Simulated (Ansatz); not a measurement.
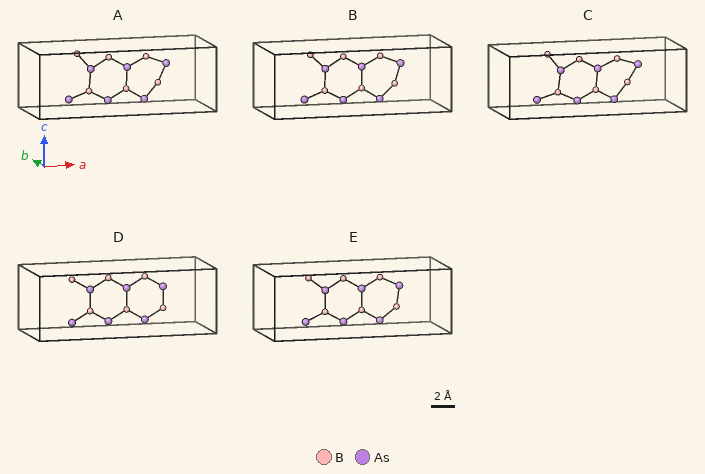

5 geometries from one relaxation of a wire of composition BAs, in shuffled order. The picture is a ball-and-stick view of the cell of the calculation, with the vacuum cut short, seen slightly off an axis.

Case: armchair ribbon, 6 formula units a period.

Level of theory: DFT PBEsol, scalar-relativistic, plane waves, PAW in Ansatz. Set-up: plane-wave cutoff 420 eV; k-point mesh 1 × 1 × 6; occupations gaussian; smearing width 0.05 eV; no spin polarisation; cell relaxed at fixed a, b, alpha, beta, gamma; force threshold 0.02 eV/Å; at most 45 steps.

**Order the frames from highest to lowest energy.**

D, E, B, A, C. They are steps 0, 1, 2, 3, 10, at +2.616 eV per cell of the calculation, +1.291 eV per cell of the calculation, +0.430 eV per cell of the calculation, +88.8 meV per cell of the calculation relative to the last. The largest moves relative to the centre of the atoms, 0.68 Å, are those of B atoms. Largest moves by element: B 0.68 Å, As 0.48 Å. Along the periodic axis the drawn cell goes c 5.823 → 5.622 Å (−3.4 %). Near-neighbour distances that change, for instance: As–B 1.941 → 1.844 Å, As–B 1.941 → 2.020 Å, As–B 1.941 → 1.987 Å, As–B 1.941 → 1.963 Å. Bond angles that change, for instance: As–B–As 120.0° → 172.8°, B–As–B 120.0° → 75.0°, B–As–B 120.0° → 100.6°. The energy falls by 2.616 eV per cell of the calculation in 8 accepted moves (10 points after the start). The largest force component goes from 2.2 to 0.0089 eV/Å. The line search rejected the trial step at point 6 of the run. The SCF was repeated once at an unchanged geometry on a basis and grid sized afresh for the cell, which shifted the energy by 2.6 meV per cell of the calculation at most.
